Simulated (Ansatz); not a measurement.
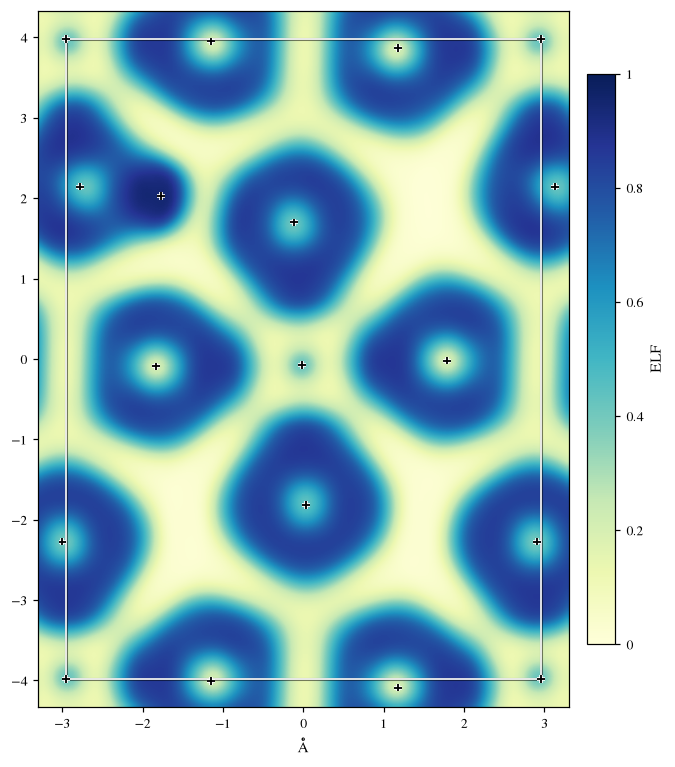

The electron localisation function on a plane through atoms (crosses mark nuclei in the plane).

All numbers below come from Ansatz 0.2.0, DFT PBE, scalar-relativistic, plane waves, PAW.

Candidates:
A. Si₁₆Ge (cell with a defect), a = 7.68 Å, b = 7.68 Å, c = 7.68 Å, α = 60.00°, β = 60.00°, γ = 60.00°. PAW files of the earlier set (soft_1).
B. Si₈HO₁₆ (cell charge +1, with a compensating background) (cell with a defect), a = 5.91 Å, b = 5.91 Å, c = 5.33 Å, α = 90.00°, β = 90.00°, γ = 90.00°. PAW files of the earlier set (soft_1).

### Which system is this?

Candidate B: Si₈HO₁₆ on the (101) plane of the calculation cell, which holds Si, O and H. O–H (1.02 Å): the ELF climbs to about 0.95 towards the hydrogen, as it does in any bond to H (a covalent bond by its length). Si–O (1.72 Å): the ELF peaks at about 0.85 between the atoms.
